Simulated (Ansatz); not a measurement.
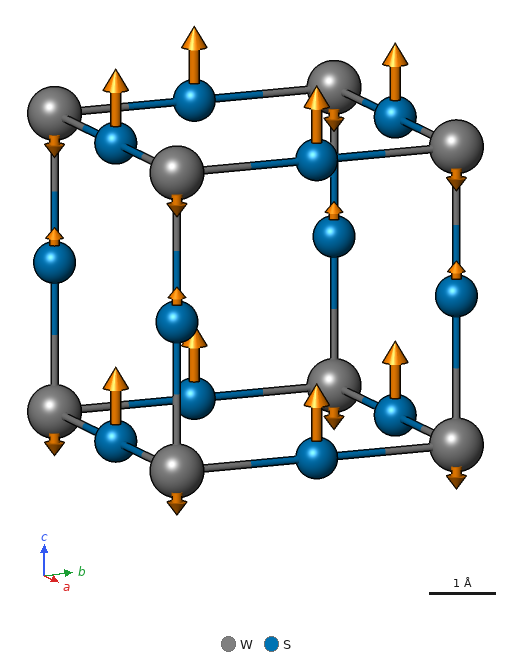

The lowest optical mode of solid WS₃ (a generated structure), space group Pm-3m (No. 221), at the zone centre. The orange arrows are the displacements of the atoms (eigenvector over the root of the mass), of arbitrary overall length and sign. The picture is a ball-and-stick view of the cell of the calculation, seen slightly off an axis.

Method: Ansatz, DFT PBEsol, scalar-relativistic, plane waves, PAW.

The input:
```yaml
crystal:
  lattice:
    - [4.6401726379, 0.0, 0.0]
    - [0.0, 4.6401726379, 0.0]
    - [0.0, 0.0, 4.6401726379]
  atoms:
    - { symbol: W, position: [0.0, 0.0, 0.0] }
    - { symbol: S, position: [0.0, 0.0, 0.5] }
    - { symbol: S, position: [0.0, 0.5, 0.0] }
    - { symbol: S, position: [0.5, 0.0, 0.0] }
basis:
  ecutwfc: 420
kpoints:
  mp_grid: { grid: [10, 10, 10] }
hamiltonian:
  xc: pbesol
scf:
  occupations: { method: fermi_dirac, width: 0.15 }
output:
  eigenvalues: true
phonons:
  method: dfpt
  eigenvectors: true
```

Command:
```bash
ansatz run input.yaml --threads 2 --pin off --max-ram 6144MiB --backend cpu --events-out ev --progress --plain --runs-dir out
```

The frequencies depend somewhat on the k-mesh and the smearing.

**Is this crystal at a minimum with respect to the drawn distortion?**

Yes: this softest mode has a real frequency, and so have all others here. That speaks for this wave vector alone: the rest of the zone wasn't checked in this run. This is the T₁u mode (triply degenerate; one member of the set is drawn) at 2.72 THz, the lowest optical level, infrared-active by symmetry. All motion is along c; it mainly bends the S–W bonds; the kinetic energy is shared as S 69 %, W 31 %. The crystal is a metal, so free carriers screen the infrared response.
